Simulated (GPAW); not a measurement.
## free-standing square V monolayer, spacing 2.68 A: one coupling from two orders, and a test

Aim: get Heisenberg couplings of free-standing square V monolayer, spacing 2.68 A from the energies of collinear orders, with pencil and paper, and test them on an order left out of the fit.

Method: RPBE; plane waves with GPAW's PAW setups, scalar-relativistic, in GPAW 26.7.0.

**1. The starting structure**

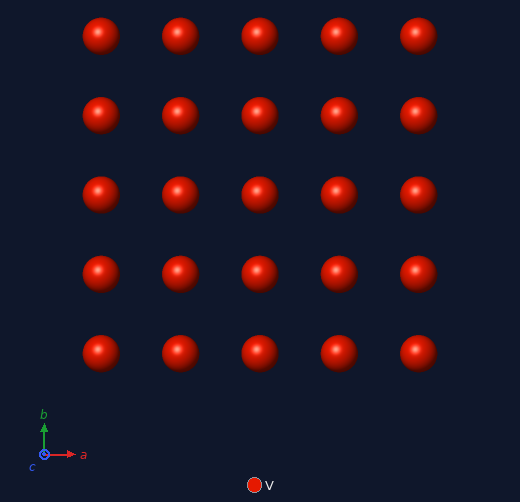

Start, viewed from above; vanadium red. 4×4×1 cells are drawn. Some periodic images of atoms are drawn too.

The cell holds 1 atom: 1 V. Its edges and angles: a = 2.680 Å, b = 2.680 Å, c = 14.000 Å, α = 90.0°, β = 90.0°, γ = 90.0°. model lattice. Vacuum lies along c.

**2. The parallel order**

All energies count from this run.

order1.py

```python
import json
import numpy as np
from ase import Atoms
from ase.parallel import paropen, parprint
from gpaw import GPAW

atoms = Atoms(['V'],
    cell=[[2.68, 0.0, 0.0],
         [0.0, 2.68, 0.0],
         [0.0, 0.0, 14.0]],
    scaled_positions=[[0.0, 0.0, 0.5]],
    pbc=True,
    magmoms=[1.5])
atoms.calc = GPAW(mode={'name': 'pw', 'ecut': 550},
    xc='RPBE',
    kpts={'size': (10, 10, 1), 'gamma': True},
    occupations={'name': 'fermi-dirac', 'width': 0.15},
    convergence={'density': 1e-05, 'energy': 1e-05},
    maxiter=200,
    symmetry={'tolerance': 1e-4},
    txt='order1.txt')
e = atoms.get_potential_energy(force_consistent=True)
res = {'free_energy': e, 'energy_sigma0': atoms.get_potential_energy(), 'fermi_energy': atoms.calc.get_fermi_level()}
res['moments'] = atoms.get_magnetic_moments().tolist()
res['total'] = atoms.get_magnetic_moment()
parprint('site moments (muB):', np.round(res['moments'], 3))
parprint(f"total moment: {res['total']:.3f} muB")
parprint(f'free energy: {e:.6f} eV')
atoms.calc.write('order1.gpw')
n = atoms.calc.get_pseudo_density()
up, down = (atoms.calc.get_pseudo_density(spin=i) for i in (0, 1))
np.savez('grids.npz', density=n, spin=up - down)
with paropen('results.json', 'w') as f:
    json.dump(res, f)
```

Launch:

```console
> OMP_NUM_THREADS=1 python3 order1.py > order1.log
```

The program printed:

```text
site moments (muB): [2.242]
total moment: 2.991 muB
free energy: -5.663963 eV

--- order1.txt ---
Input parameters:
  mode=PW(ecut=550),
  convergence={'density': 1e-05, 'energy': 1e-05},
  kpts=MonkhorstPack(size=(10, 10, 1), gamma=True),
  maxiter=200,
  occupations=Occupations(name='fermi-dirac', width=0.15),
  symmetry=Symmetry(tolerance=0.0001),
  xc=XC(name='RPBE')

Diagonalizing LCAO Hamiltonian
[...]
|          3 |       -40.720 |     1.000 |       -38.523 |     1.000 |
|          4 |        -6.742 |     1.000 |        -5.465 |     1.000 |
[...]
|          9 |        -1.324 |     0.012 |         1.075 |     0.000 |
|         10 |        -0.234 |     0.000 |         1.227 |     0.000 |
|         11 |         1.465 |     0.000 |         1.974 |     0.000 |
|         12 |         2.355 |     0.000 |         2.975 |     0.000 |

No gap
No difference between direct/indirect transitions


[key lines of the parts left out:]
Free energy:      -5.663963
Converged in 18 steps
dipole moment: (-6.343196, -6.343196, 0.000000)  # |e|*Ang
Fermi level: -1.987
```

Run time: 18 s. Hardware: 1 MPI rank of Intel Xeon 6975P-C (Granite Rapids), shared host; peak memory 0.2 GiB.

Spin moment in the augmentation sphere by atom:

```csv
atom,spin moment in the augmentation sphere (μB)
V1,2.24
```

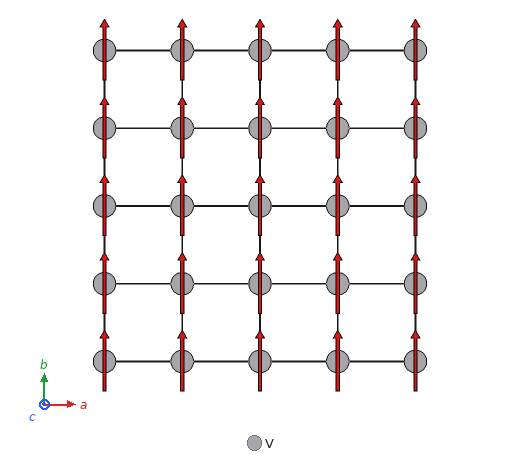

Spin moment in the augmentation sphere as arrows, the longest 2.24 μB. Up and down stand for the sign. Arrows give size and sign along the axis of quantisation, drawn up and down the page. 4×4×1 cells are drawn. Some periodic images of atoms are drawn too.

This step gave:

| Property | Result |
| --- | --- |
| magnetization | 2.991 μB |
| final state | ferromagnetic |

After 18 cycles the largest moment stands at 2.24 μB.

**3. The orders used for the fit**

The other orders were run with the same settings, on meshes that hold the same points. Free energies (smearing 0.15 eV, its entropy term included) are divided by the number of V atoms; q is in fractions of the reciprocal vectors of the first run's cell.

```csv
order,atoms,mesh,free energy (eV),eV per V,largest moment (μB)
F +,1,10×10×1,-5.6640,-5.6640,2.24
"AF q=(1/2,1/2,0) +-",2,5×10×1,-11.5114,-5.7557,2.08
```

**4. Counting neighbours**

With E = −Σ J e_i·e_j over ordered pairs of unit vectors, turning a neighbour from parallel to opposed costs 2J a V atom. So an order lies 2 Σ n J over the parallel one, n being the opposed neighbours in each shell.

```csv
shell,distance (Å),neighbours,"opposed in AF q=(1/2,1/2,0) +-","opposed in AF q=(0,1/2,0) +-"
J1,2.68,4,4,2
J2,3.79,4,0,4
```

Only J1 is kept.

**5. Solving**

```
2 × 4 × J1 = -91.72 meV    (AF q=(1/2,1/2,0) +-)
J1 = -11.46 meV
```

**6. The test**

The couplings now give the orders that were left out:

```
2 × 2 × (-11.46) = -45.84 meV    (AF q=(0,1/2,0) +-)
```

The runs themselves:

```csv
order,atoms,mesh,free energy (eV),eV per V,largest moment (μB),over the parallel order (meV),foretold (meV)
"AF q=(0,1/2,0) +-",2,10×5×1,-11.6174,-5.8087,2.39,-144.71,-45.84
```

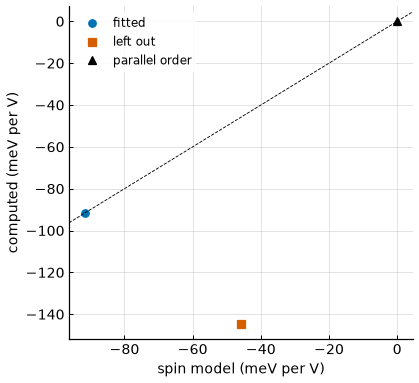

Computed energies of the orders against the model; the dashed line marks agreement.

**7. One more shell**

The miss asks for the next shell, which takes one more order into the fit and leaves none for a test.

```
2 × 4 × J1 = -91.72 meV    (AF q=(1/2,1/2,0) +-)
2 × 2 × J1 + 2 × 4 × J2 = -144.71 meV    (AF q=(0,1/2,0) +-)
J1 = -11.46 meV
J2 = -12.36 meV
```

**8. Summary of results**

```
J1 (V–V at 2.68 Å)                  : -11.5 meV
largest miss on the orders left out : 99 meV
J1 with 2 shells                    : -11.5 meV
J2 with 2 shells                    : -12.4 meV
```

The model misses the order left out by 99 meV, 68 % of the span of the orders, so it fails: these couplings alone don't describe the crystal. With the next shell added the couplings are J1 = -11.46 and J2 = -12.36 meV, untested. The first dropped shell that the test feels is J2 at 3.79 Å. The site moments spread by 13 % over the orders, so moments are not rigid and part of the miss lies outside a spin model. In a metal couplings reach far, and the mesh was not tested. The couplings are effective ones: further shells with opposed neighbours are folded into them or show in the miss. No mean-field temperature is given: it needs a model that holds, an unfrustrated order and couplings in all three dimensions.

[Logs and program files are shortened in this print: banners, set-up blocks, solver, clock and traceback lines can be left out without a mark of their own.]

[Logs are printed without paths, hosts, clocks, repeated set-up lines and the standing remarks that a program may print on its own settings, such as how far it seeks lower states.]

[Hosts, paths, dates, database ids (printed as entryN), source tags and the programs' standing remarks are cut or masked in the printed files.]

[Where a cell is said to come from a database of computed structures, the database is the Materials Project.]
